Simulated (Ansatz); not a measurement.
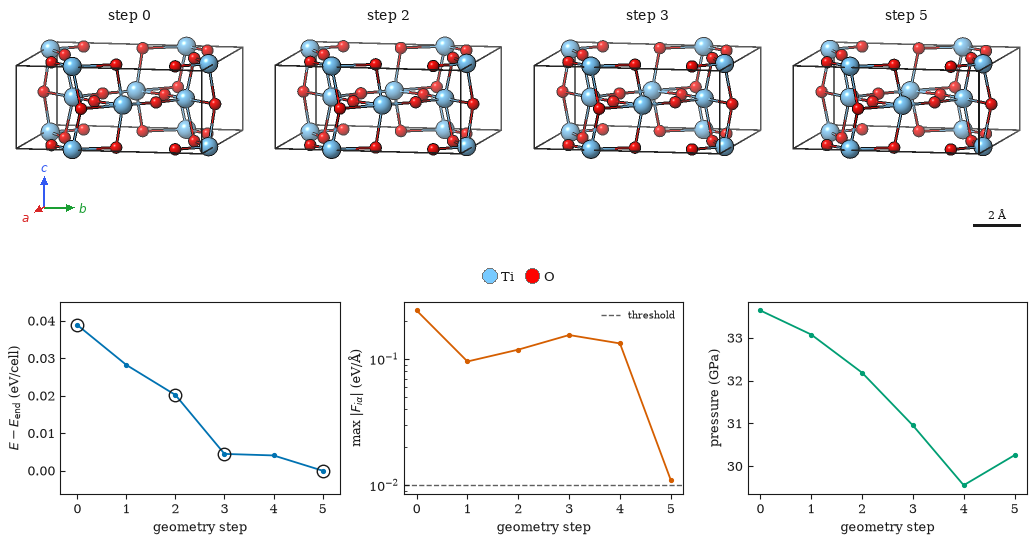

Frames of a relaxation of crystalline TiO₂ (set up in I4/m), marked on the history of the run. A ball-and-stick model of the conventional cell (2 times the calculation's cell), seen slightly off an axis. Lengths and directions refer to the drawn axes.

Case: volume × 0.88, shape and atoms relaxed.

The calculation used Ansatz 0.2.0, DFT LDA, scalar-relativistic, plane waves, PAW.

The input:
```yaml
crystal:
  lattice:
    - [-4.0957402941, 4.0957402941, 1.8015701927]
    - [4.0957402941, -4.0957402941, 1.8015701927]
    - [4.0957402941, 4.0957402941, -1.8015701927]
  atoms:
    - { symbol: Ti, position: [0.2958055664, 0.0287148832, 0.3245204496] }
    - { symbol: Ti, position: [0.0287148832, 0.7041944336, 0.7329093168] }
    - { symbol: Ti, position: [0.9712851168, 0.2958055664, 0.2670906832] }
    - { symbol: Ti, position: [0.7041944336, 0.9712851168, 0.6754795504] }
    - { symbol: O, position: [0.5049282227, 0.1523420481, 0.6572702708] }
    - { symbol: O, position: [0.1767983126, 0.8490280848, 0.0258263974] }
    - { symbol: O, position: [0.1523420481, 0.4950717773, 0.6474138254] }
    - { symbol: O, position: [0.1509719152, 0.1767983126, 0.3277702278] }
    - { symbol: O, position: [0.8490280848, 0.8232016874, 0.6722297722] }
    - { symbol: O, position: [0.8476579519, 0.5049282227, 0.3525861746] }
    - { symbol: O, position: [0.8232016874, 0.1509719152, 0.9741736026] }
    - { symbol: O, position: [0.4950717773, 0.8476579519, 0.3427297292] }
basis:
  ecutwfc: 420
kpoints:
  mp_grid: { grid: [8, 8, 8] }
hamiltonian:
  xc: lda
scf:
  occupations: { method: gaussian, width: 0.02 }
output:
  forces: true
  stress: true
  eigenvalues: true
relax:
  adjacent_minimum: "off"
  f_tol: 0.01
  max_steps: 30
  cell: { stress_tol: 0.1, fix: [volume] }
```

Run as
```bash
ansatz run input.yaml --threads 2 --pin off --max-ram 5120MiB --backend cpu --events-out ev --progress --plain --runs-dir out
```

What happens along the run?

The run was cut off at its time limit before the relaxation converged, so the last structure is only a point on the way. After 5 geometry steps the energy has fallen by 38.9 meV per cell of the calculation. Largest force component: 0.24 eV/Å at the start, 0.011 eV/Å at the end. The pressure goes from 33.64 to 30.26 GPa. The largest moves relative to the cell, 0.13 Å, are those of Ti1, Ti2, Ti3 and Ti4. Ti2 goes along −b. Largest moves by element: Ti 0.13 Å, O 0.09 Å. The drawn cell changes at constant volume: a = b 8.191 → 8.199 Å (+0.1 %), c 3.603 → 3.596 Å (−0.2 %). Some distances before and after: Ti1–O12 2.205 → 2.266 Å, Ti1–O5 1.990 → 1.964 Å, Ti1–O6 1.765 → 1.791 Å, Ti1–Ti2 2.992 → 3.011 Å. Among the angles between lasting bonds that change: O9–Ti4–O12 103.8° → 111.1°, O11–Ti4–O12 154.1° → 148.4°, O5–Ti4–O11 81.3° → 75.9°. The space group stays I4/m (No. 87). From step 0 to 2: Ti atoms move most (0.04 Å), energy −18.7 meV per cell of the calculation. From step 2 to 3: Ti atoms move most (0.06 Å), energy −15.7 meV per cell of the calculation. From step 3 to 5: Ti atoms move most (0.03 Å), energy −4.5 meV per cell of the calculation.

```json
{"step": "0", "E − E(0), meV/atom": "0.00", "largest force component, eV/Å": "0.2420", "pressure, GPa": "33.64"}
{"step": "1", "E − E(0), meV/atom": "-0.89", "largest force component, eV/Å": "0.0955", "pressure, GPa": "33.08"}
{"step": "2", "E − E(0), meV/atom": "-1.56", "largest force component, eV/Å": "0.1185", "pressure, GPa": "32.19"}
{"step": "3", "E − E(0), meV/atom": "-2.87", "largest force component, eV/Å": "0.1547", "pressure, GPa": "30.95"}
{"step": "4", "E − E(0), meV/atom": "-2.90", "largest force component, eV/Å": "0.1327", "pressure, GPa": "29.55"}
{"step": "5", "E − E(0), meV/atom": "-3.24", "largest force component, eV/Å": "0.0110", "pressure, GPa": "30.26"}
```
